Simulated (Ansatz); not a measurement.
A series of calculations on Y

**1. Relaxation**

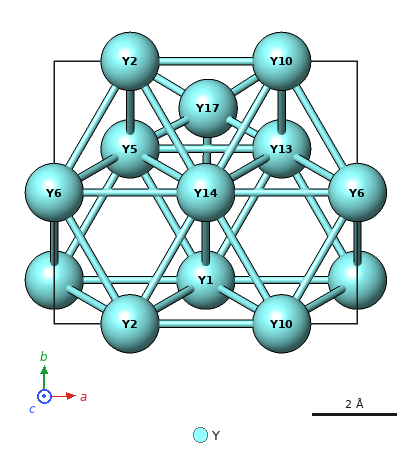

A defect cell of composition Y, before the relaxation. Style: ball-and-stick. Shown: the cell of the calculation (origin shifted), along the c axis.

It is an interstitial Y in hcp Y. The run prepares an end point of a later path (interstitial hop) calculation, from a guessed geometry. The atoms of the start lie slightly off their symmetric places, so part of the fall in energy undoes that.

These are results of DFT PBEsol, scalar-relativistic, plane waves, PAW (Ansatz 0.2.0), not measurements.

Input file:
```yaml
crystal:
  lattice:
    - [-3.65, -6.321985, 0.0]
    - [5.475, -3.160993, 0.0]
    - [0.0, 0.0, 11.4683]
  atoms:
    - { symbol: "Y", position: [0.75, 0.5, 0.0] }
    - { symbol: "Y", position: [0.5, 0.3333333, 0.25] }
    - { symbol: "Y", position: [0.75, 0.5, 0.5] }
    - { symbol: "Y", position: [0.5, 0.3333333, 0.75] }
    - { symbol: "Y", position: [0.5, 0.0, 0.0] }
    - { symbol: "Y", position: [0.25, 0.8333333, 0.25] }
    - { symbol: "Y", position: [0.5, 0.0, 0.5] }
    - { symbol: "Y", position: [0.25, 0.8333333, 0.75] }
    - { symbol: "Y", position: [0.25, 0.5, 0.0] }
    - { symbol: "Y", position: [0.0, 0.3333333, 0.25] }
    - { symbol: "Y", position: [0.25, 0.5, 0.5] }
    - { symbol: "Y", position: [0.0, 0.3333333, 0.75] }
    - { symbol: "Y", position: [0.0, 0.0, 0.0] }
    - { symbol: "Y", position: [0.75, 0.8333333, 0.25] }
    - { symbol: "Y", position: [0.0, 0.0, 0.5] }
    - { symbol: "Y", position: [0.75, 0.8333333, 0.75] }
    - { symbol: "Y", position: [0.757528, 0.1540285, 0.8720347] }
basis:
  ecutwfc: 420.0
kpoints:
  mp_grid: { grid: [3, 3, 2] }
hamiltonian:
  xc: pbesol
scf:
  occupations: { method: gaussian, width: 0.1 }
  lower_state_search: "off"
relax:
  f_tol: 0.03
  max_steps: 60
  adjacent_minimum: "off"
```

Launched with:
```bash
ansatz run input.yaml --threads 4 --pin off --max-ram 10240MiB --backend cpu --events-out ev --progress --plain --runs-dir out
```

Q: What does the optimiser find from here?

A: The atom that moves furthest is Y16 (0.50 Å roughly along −b). The lattice vectors keep their values. Among the contacts that change: Y12–Y16 3.650 → 4.389 Å, Y4–Y5 3.558 → 4.142 Å, Y12–Y13 3.558 → 4.133 Å, Y4–Y12 3.650 → 4.210 Å. Among the angles between lasting bonds that change: Y4–Y17–Y16 92.1° → 103.1°, Y4–Y17–Y13 176.0° → 165.3°, Y5–Y17–Y13 92.0° → 81.4°. Over 7 accepted moves (9 points after the start) the energy falls by 2.648 eV per cell of the calculation. Largest force component: 2.2 eV/Å at the start, 0.019 eV/Å at the end. The line search rejected the trial steps at points 4, 8 of the run. The run took 91 s on 4 threads of AMD EPYC 7B13 (Zen 3), with other jobs on the host, peak memory 1.6 GiB.

Final geometry:

```
CELL_PARAMETERS angstrom
-3.65000 -6.32198 0.00000
5.47500 -3.16099 0.00000
0.00000 0.00000 11.46830
ATOMIC_POSITIONS crystal
Y 0.75066 0.54364 0.01096
Y 0.49806 0.33460 0.25324
Y 0.75056 0.48803 0.49249
Y 0.46201 0.36638 0.72977
Y 0.47816 0.98301 0.02247
Y 0.25043 0.82611 0.25727
Y 0.49849 0.99770 0.50393
Y 0.25063 0.85804 0.76112
Y 0.25075 0.48494 0.99572
Y 0.00282 0.33460 0.25310
Y 0.25025 0.51203 0.49343
Y 0.03866 0.36619 0.73018
Y 0.02266 0.98317 0.02208
Y 0.75054 0.83344 0.26035
Y 0.00227 0.99790 0.50401
Y 0.75070 0.75686 0.73788
Y 0.74989 0.15405 0.84403
```

After the run, drawn alike:

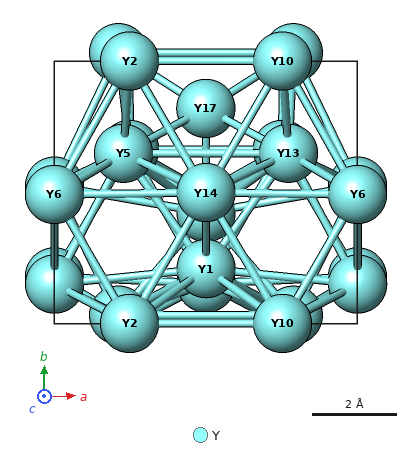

Limits of the set-up: the periodic images lie only 6.3 Å apart, so the values are limited by the cell's size.

**2. Relaxation**

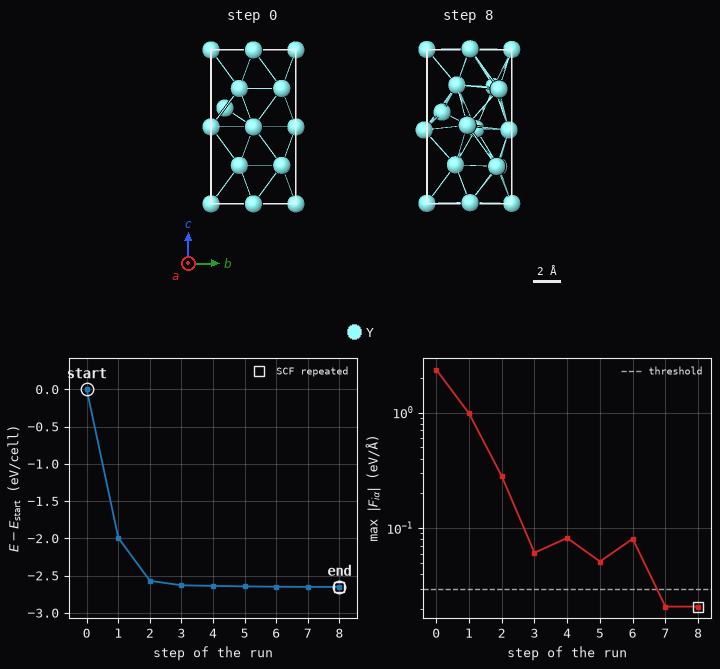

First and last geometry of a relaxation of a defect cell of composition Y, with the history of the run. A ball-and-stick model of the cell of the calculation (origin shifted), seen along the a axis.

It is an interstitial Y in hcp Y. The run prepares an end point of a later path (interstitial hop) calculation, from a guessed geometry. The atoms of the start lie slightly off their symmetric places, so part of the fall in energy undoes that.

Method: Ansatz, DFT PBEsol, scalar-relativistic, plane waves, PAW. (plane-wave cutoff 420 eV; k-point mesh 3 × 3 × 2; occupations gaussian; smearing width 0.1 eV; no spin polarisation; atoms relaxed in a fixed cell; force threshold 0.03 eV/Å; at most 60 steps)

Question: Did the run converge, and what did it change?

Answer: It converged. The atom that moves furthest is a Y atom (0.49 Å roughly along [0 3 −1]). The lattice vectors keep their values. Near-neighbour distances that change, for instance: Y–Y 3.650 → 4.391 Å, Y–Y 3.558 → 4.150 Å, Y–Y 2.549 → 3.108 Å, Y–Y 3.650 → 4.208 Å. Among the angles between lasting bonds that change: Y–Y–Y 179.2° → 166.0°, Y–Y–Y 91.0° → 102.6°, Y–Y–Y 176.9° → 166.3°. The energy falls by 2.651 eV per cell of the calculation in 7 accepted moves (8 points after the start). The largest force component goes from 2.3 to 0.021 eV/Å. 1 step only repeated the SCF at the same geometry. The run took 77 s on 4 threads of AMD EPYC 7B13 (Zen 3), on a shared host, peak memory 1.6 GiB.

Limits of the set-up: the periodic images lie only 6.3 Å apart, so the values are limited by the cell's size.

**3. Path**

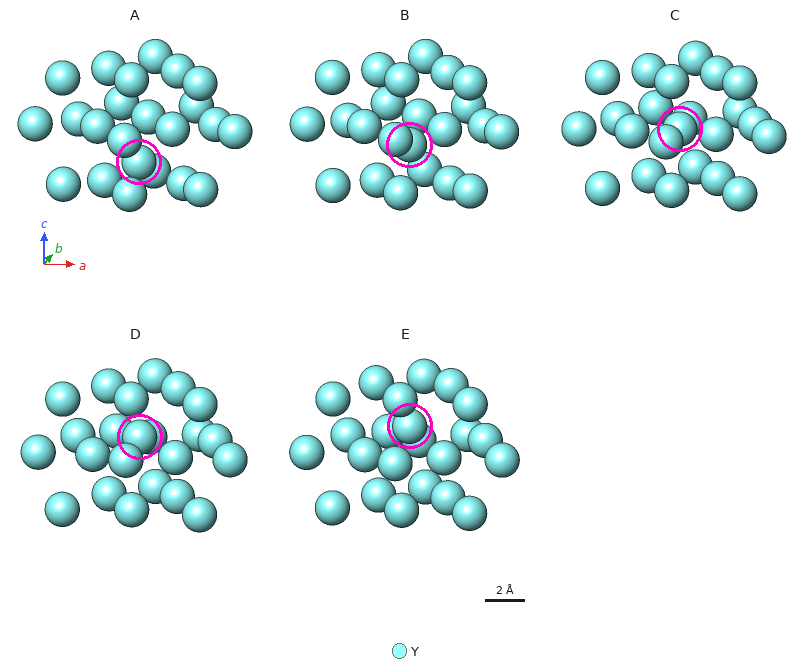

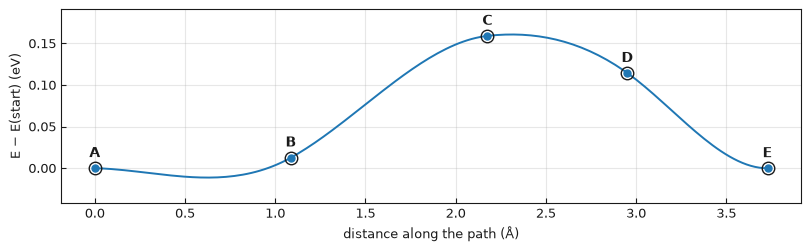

A nudged-elastic-band calculation for Y with an interstitial Y (17 atoms in the cell). Images are numbered from 0 (start) to 4 (end). Frames A to E are images 0, 1, 2, 3, 4. A spheres-only model of the atoms within 5.6 Å of the middle of the path, seen slightly off an axis. The moving atom is ringed, with any periodic copies.

Computed with DFT PBEsol, scalar-relativistic, plane waves, PAW (Ansatz 0.2.0).

Input file:
```yaml
crystal:
  lattice:
    - [-3.65, -6.321985, 0.0]
    - [5.475, -3.160993, 0.0]
    - [0.0, 0.0, 11.4683]
  atoms:
    - { symbol: "Y", position: [0.75066462, 0.54364226, 0.01096298] }
    - { symbol: "Y", position: [0.49805997, 0.33460211, 0.25324127] }
    - { symbol: "Y", position: [0.75055988, 0.4880321, 0.49248839] }
    - { symbol: "Y", position: [0.46200942, 0.36637584, 0.72976833] }
    - { symbol: "Y", position: [0.47815598, -0.01698644, 0.02247] }
    - { symbol: "Y", position: [0.25042964, 0.82611164, 0.25727381] }
    - { symbol: "Y", position: [0.49849305, -0.00229707, 0.50392845] }
    - { symbol: "Y", position: [0.25063001, 0.85803634, 0.76111924] }
    - { symbol: "Y", position: [0.25074729, 0.48493948, -0.00428385] }
    - { symbol: "Y", position: [0.00282056, 0.33460087, 0.25309943] }
    - { symbol: "Y", position: [0.2502453, 0.51202705, 0.4934344] }
    - { symbol: "Y", position: [0.03865823, 0.36619342, 0.73017945] }
    - { symbol: "Y", position: [0.02265713, -0.0168317, 0.02208188] }
    - { symbol: "Y", position: [0.75053612, 0.83344486, 0.26035063] }
    - { symbol: "Y", position: [0.00226675, -0.0021002, 0.50400775] }
    - { symbol: "Y", position: [0.75070405, 0.75685867, 0.73788129] }
    - { symbol: "Y", position: [0.74989, 0.15404566, 0.84403126] }
basis:
  ecutwfc: 420.0
kpoints:
  mp_grid: { grid: [3, 3, 2] }
hamiltonian:
  xc: pbesol
scf:
  occupations: { method: gaussian, width: 0.1 }
  lower_state_search: "off"
neb:
  images: 3
  f_tol: 0.05
  initial_path: linear
  max_iterations: 71
  final_atoms:
    - { symbol: "Y", position: [0.74926795, 0.57458966, -0.01221139] }
    - { symbol: "Y", position: [0.47659712, 0.35053158, 0.27203794] }
    - { symbol: "Y", position: [0.74960142, 0.49838782, 0.51035721] }
    - { symbol: "Y", position: [0.49737726, 0.33490105, 0.75353255] }
    - { symbol: "Y", position: [0.46146609, -0.03405824, -0.02015668] }
    - { symbol: "Y", position: [0.24902516, 0.84793494, 0.24563575] }
    - { symbol: "Y", position: [0.49679628, -0.00209882, 0.502841] }
    - { symbol: "Y", position: [0.24964769, 0.82062153, 0.74337399] }
    - { symbol: "Y", position: [0.24937943, 0.47382807, 0.01088555] }
    - { symbol: "Y", position: [0.02232616, 0.35084707, 0.2724926] }
    - { symbol: "Y", position: [0.24942201, 0.50726043, 0.50733307] }
    - { symbol: "Y", position: [0.00142481, 0.33440068, 0.75371033] }
    - { symbol: "Y", position: [0.03787027, -0.03453484, -0.02032139] }
    - { symbol: "Y", position: [0.74911663, 0.78795554, 0.2615435] }
    - { symbol: "Y", position: [0.00197314, -0.0017926, 0.5029913] }
    - { symbol: "Y", position: [0.74966793, 0.84424349, 0.74248015] }
    - { symbol: "Y", position: [0.75053214, 0.17692283, 1.0958409] }
  order_check: true
```

Launched with:
```bash
ansatz run input.yaml --threads 4 --pin off --max-ram 10240MiB --backend cpu --events-out ev --progress --plain --runs-dir out
```

> Describe the mechanism and the energy profile.

A Y atom travels furthest, 2.89 Å from end to end, along +c, on a path that bends up to 0.10 Å away from the straight line. At the highest image its nearest neighbour (Y) is 2.71 Å away, against 2.79 Å at the start, and the surrounding atoms stand up to 0.34 Å off the mean of their end positions. The two ends have the same energy, and the highest point, image 2, lies 0.159 eV above the start. The band converged in 7 iterations. The largest component of the band force went from 2.7 to 0.038 eV/Å. The climbing image converged on the top of the path. A check of its curvatures found one unstable direction (−0.22 eV/Å²), as a transition state must have.

Limits of the set-up: the periodic images lie only 6.3 Å apart, so the values are limited by the cell's size.

Cost: 9.5 min on 4 threads of AMD EPYC 7B13 (Zen 3), with other jobs on the host, peak memory 3 GiB.
